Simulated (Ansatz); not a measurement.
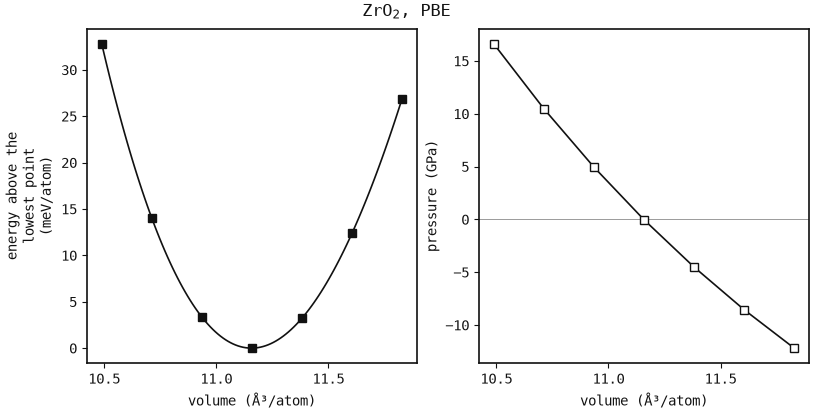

The figure shows the energy above the lowest point and pressure against volume for ZrO₂, space group Fm-3m (No. 225) (one of a set of cubic test structures, which need not be the stable phase).

Calculation (Ansatz 0.2.0 development build): equation of state of a cubic crystal from periodic Kohn-Sham density functional theory without spin, third-order Birch-Murnaghan fit to the free energies; pressure corrected for the finite basis. Level: PBE.

- structure type: fluorite
- atoms in cell: 3
- space group number: 225
- lattice centring: face-centred primitive
- k mesh: 19×19×19
- occupation method: Fermi–Dirac
- occupation width: 0.06123 eV
- wave cutoff: 700 eV
- datasets: hard PAW
- density tolerance: 1e−09 eV
- bands: 16
- density cutoff ratio: 4
- search for lower states: default

How stiff is the solid, and where is its volume at rest?

A third-order Birch–Murnaghan fit gives V0 = 11.16 Å³/atom, B0 = 236 GPa and B′ = 4.2.

How does the pressure vary with volume?

It falls from 16.6 GPa at volume 10.49 Å³/atom to −12.2 GPa at 11.83 Å³/atom, and changes sign near 11.16 Å³/atom.

Limits of the calculation: cubic model structure, not the ambient form.
